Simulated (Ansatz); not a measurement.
**TaAs: 7 runs along one coordinate**

System: TaAs (I4₁md, 4 atoms in the cell).
Method: Kohn-Sham DFT of a periodic cell, PBEsol, all-electron LAPW, scalar-relativistic, no spin polarisation (Ansatz 0.2.0).

The 7 runs differ only in the geometry, by an even scaling of the cell at fixed fractional positions. The structure derives from a Materials Project entry.

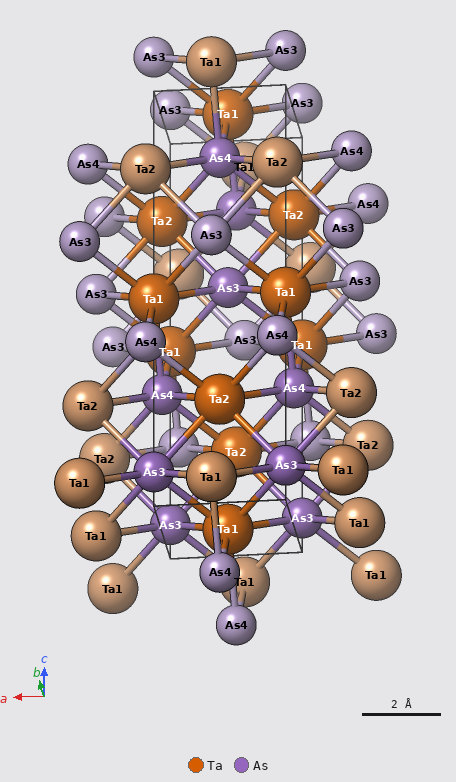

Figure 1. The structure of run 4 (ball-and-stick view of the cell 2 times as large as that of the calculation, set on its symmetry axes, seen at an oblique angle; neighbours outside the cell are drawn fainter; atoms are numbered from 1 in the order of the input). An atom can appear more than once, as a periodic image.

**Input of run 4**
```yaml
crystal:
  lattice:
    - [-1.7218133622, 1.7218133622, 5.8679415361]
    - [1.7218133622, -1.7218133622, 5.8679415361]
    - [1.7218133622, 1.7218133622, -5.8679415361]
  atoms:
    - { symbol: Ta, position: [0.4999673, 0.4999673, 0.0] }
    - { symbol: Ta, position: [0.2499673, 0.7499673, 0.5] }
    - { symbol: As, position: [0.08263212, 0.08263212, 0.0] }
    - { symbol: As, position: [0.83263212, 0.33263212, 0.5] }
kpoints:
  mp_grid: { grid: [11, 11, 11] }
scf:
  occupations: { method: fermi_dirac, width: 0.05 }
hamiltonian:
  xc: pbesol
  pseudopotentials: { kind: all_electron, lapw: { basis_error: 0.001 } }
output:
  forces: true
  stress: true
  eigenvalues: true
```

Command:
```bash
ansatz run input.yaml --threads 2 --pin off --max-ram 8192MiB --backend cpu --events-out ev --progress --plain --runs-dir out
```

Lattice vectors (Å) and fractional positions of run 4:
```
  -1.721813    1.721813    5.867942
   1.721813   -1.721813    5.867942
   1.721813    1.721813   -5.867942
Ta  0.499967  0.499967 -0.000000
Ta  0.249967  0.749967  0.500000
As  0.082632  0.082632  0.000000
As  0.832632  0.332632  0.500000
```

Run 5 differs from it as follows:
```diff
-    - [-1.7218133622, 1.7218133622, 5.8679415361]
-    - [1.7218133622, -1.7218133622, 5.8679415361]
-    - [1.7218133622, 1.7218133622, -5.8679415361]
+    - [-1.733216432, 1.733216432, 5.9068032086]
+    - [1.733216432, -1.733216432, 5.9068032086]
+    - [1.733216432, 1.733216432, -5.9068032086]
```

**Results, with one run withheld**

| run | volume per atom (Å³) | free energy per atom, from the lowest run given (meV) | pressure (GPa) |
| --- | --- | --- | --- |
| 1 | 16.353 | 17.84 | 8.63 |
| 2 | 16.700 | 4.19 | 4.03 |
| 3 | 17.048 | 0.00 | −0.09 |
| 4 | 17.396 | 4.28 | −3.78 |
| 5 | 17.744 | ? | ? |
| 6 | 18.092 | 34.83 | −10.05 |
| 7 | 18.440 | 59.61 | −12.70 |

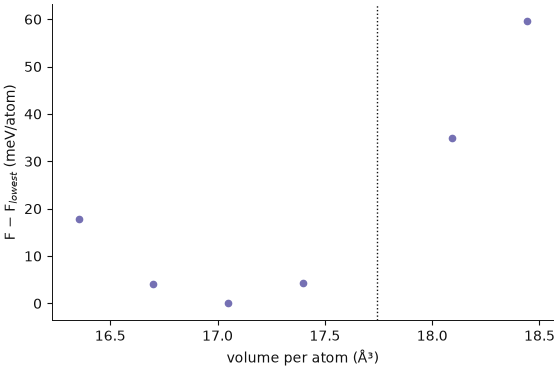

Figure 2. Free energy per atom of the runs given; the dotted line marks run 5.

Fit the runs given and predict run 5.

A cubic polynomial in V^(−2/3) (the Birch–Murnaghan form), fitted to the 6 runs given, misses them by at most 0.01 meV per atom. With x = V^(−2/3) − 0.14943 Å⁻², it reads F = 2.5123 − 3176.3 x + 9.9847e+05 x² + 1.4463e+06 x³ (meV per atom). At run 5 it gives 16.16 meV per atom, and the run itself gives 16.16. The slope of the fit gives a pressure −dF/dV of −7.09 GPa there, and the run prints −7.09 GPa. The fit has its minimum at 17.040 Å³ per atom, where V d²F/dV² gives 192 GPa. Cell shape and fractional positions are held, so this is the stiffness under even scaling; the relaxed bulk modulus wasn't computed.

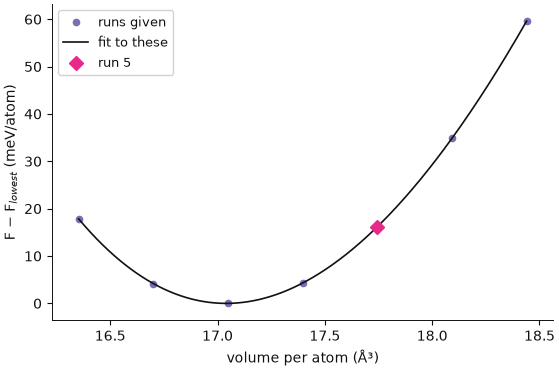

Figure 3. The fit and the withheld run.

**Output, shortened to warnings, some set-up lines, iterations and results (run 5)**
```
Basis set: ecut = 290.41848045033254 eV, 781 PW (Γ), FFT grids on a1+a3, a2+a3, a3, exchange–correlation at level 2
Symmetry: 8 space group operations
k-points: 126 of 1331 (time reversal used)
Initial density: superposition of atomic densities (chi_scale 0.1, normalization cell, long waves kept (reshape's long-wave potential 0.00 eV rms))
[...]
SCF iter   1: F=—  HF=-971851.207137 eV  |F-HF|=—  |Δ(HF+E_count)|=         —  Δρ=3.03e-2  dr2=7.64e-1  ethr=5.78e-4  ⟨swp⟩=2.2  Hψ=60781  notcnv=0
SCF iter   2: F=—  HF=-971850.840647 eV  |F-HF|=—  |Δ(HF+E_count)|=   3.66e-1  Δρ=1.56e-2  dr2=1.84e-1  ethr=5.78e-4  ⟨swp⟩=2.0  Hψ=31474  notcnv=0
SCF iter   3: F=—  HF=-971850.818492 eV  |F-HF|=—  |Δ(HF+E_count)|=   2.22e-2  Δρ=1.11e-2  dr2=1.09e-1  ethr=1.39e-4  ⟨swp⟩=2.0  Hψ=29751  notcnv=0
SCF iter   4: F=—  HF=-971850.798820 eV  |F-HF|=—  |Δ(HF+E_count)|=   1.97e-2  Δρ=5.54e-3  dr2=2.88e-2  ethr=8.23e-5  ⟨swp⟩=2.0  Hψ=29010  notcnv=0
SCF iter   5: F=—  HF=-971850.797255 eV  |F-HF|=—  |Δ(HF+E_count)|=   1.57e-3  Δρ=1.53e-3  dr2=2.26e-3  ethr=1.71e-6  ⟨swp⟩=2.0  Hψ=50200  notcnv=0
SCF iter   6: F=—  HF=-971850.796696 eV  |F-HF|=—  |Δ(HF+E_count)|=   5.58e-4  Δρ=8.06e-4  dr2=2.80e-4  ethr=1.71e-6  ⟨swp⟩=2.0  Hψ=29745  notcnv=0
SCF iter   7: F=—  HF=-971850.796578 eV  |F-HF|=—  |Δ(HF+E_count)|=   1.19e-4  Δρ=3.87e-4  dr2=7.98e-5  ethr=2.12e-7  ⟨swp⟩=2.0  Hψ=29749  notcnv=0
SCF iter   8: F=—  HF=-971850.796593 eV  |F-HF|=—  |Δ(HF+E_count)|=   1.58e-5  Δρ=1.16e-4  dr2=1.35e-5  ethr=6.04e-8  ⟨swp⟩=2.0  Hψ=29748  notcnv=0
SCF iter   9: F=—  HF=-971850.796591 eV  |F-HF|=—  |Δ(HF+E_count)|=   2.35e-6  Δρ=2.12e-5  dr2=4.28e-7  ethr=1.02e-8  ⟨swp⟩=2.0  Hψ=29748  notcnv=0
SCF iter  10: F=—  HF=-971850.796591 eV  |F-HF|=—  |Δ(HF+E_count)|=   2.65e-8  Δρ=1.20e-5  dr2=1.96e-7  ethr=3.24e-10  ⟨swp⟩=2.0  Hψ=29748  notcnv=0
SCF iter  11: F=-971850.796591 eV  HF=-971850.796591 eV  |F-HF|=5.24e-9  |Δ(HF+E_count)|=   5.86e-8  Δρ=2.54e-6  dr2=4.87e-9  ethr=1.48e-10  ⟨swp⟩=2.0  Hψ=29748  notcnv=0
SCF 1 converged in 11 iterations: F = -971850.796591 eV  dr2 = 4.87e-9
SCF converged after 11 iterations
Free energy (F): -971850.796591 eV
Harris-Foulkes:  -971850.796591 eV  (|F-HF|=5.24e-9)
Internal energy: -971850.791780 eV  (E = F + TS)
E sigma→0 (E₀):  -971850.794185 eV
Entropy (-TS):   -0.004811 eV (-1.203 meV/atom)
Fermi energy:    20.027757 eV
--- Per-component energies (eV) ---
  E_band       = -10794.697981
  E_kinetic    = 1073189.262307
  E_xc         = -21472.176443
  E_electrostatic = -2023567.877644  (all electrons and nuclei)
  E_smearing   = -0.004811  (= −TS)
  E_closure    = -0.000000  (closes the sum)
  E_atoms      = -971817.268303  (free atoms, spherical and without spin; not in F)
  Σ components = -971850.796591   (vs F -971850.796591, Δ=0.00e0)
  Basis errors (estimates in eV, not in F): energy 3.4e-4 per atom: plane waves 3.0e-4 (1.7e-4 summed), levels above the bands 1.4e-95, relativity 2.4e-8, radial functions 3.3e-5, core shells 4.6e-8; eigenvalues (radial functions only) 1.2e-6; not estimated: angular momenta, meshes, grids; target …
--- Forces (eV/Å), atoms counted from 1 ---
  atom   1  Ta     0.00000000    -0.00000000     0.01224451
  atom   2  Ta     0.00000000     0.00000000     0.01224451
  atom   3  As     0.00000000    -0.00000000    -0.01224419
  atom   4  As    -0.00000000     0.00000000    -0.01224419
  max |Σ_I F_I| component: 6.30e-7 eV/Å
--- Stress (GPa, compression-positive) ---
       -7.050660      -0.000000      -0.000000
       -0.000000      -7.050660      -0.000000
       -0.000000      -0.000000      -7.162657
  P = ⅓ Tr σ = -7.0880 GPa (-70.880 kbar)
```

Notes: Spin–orbit coupling is left out, which matters for Ta.
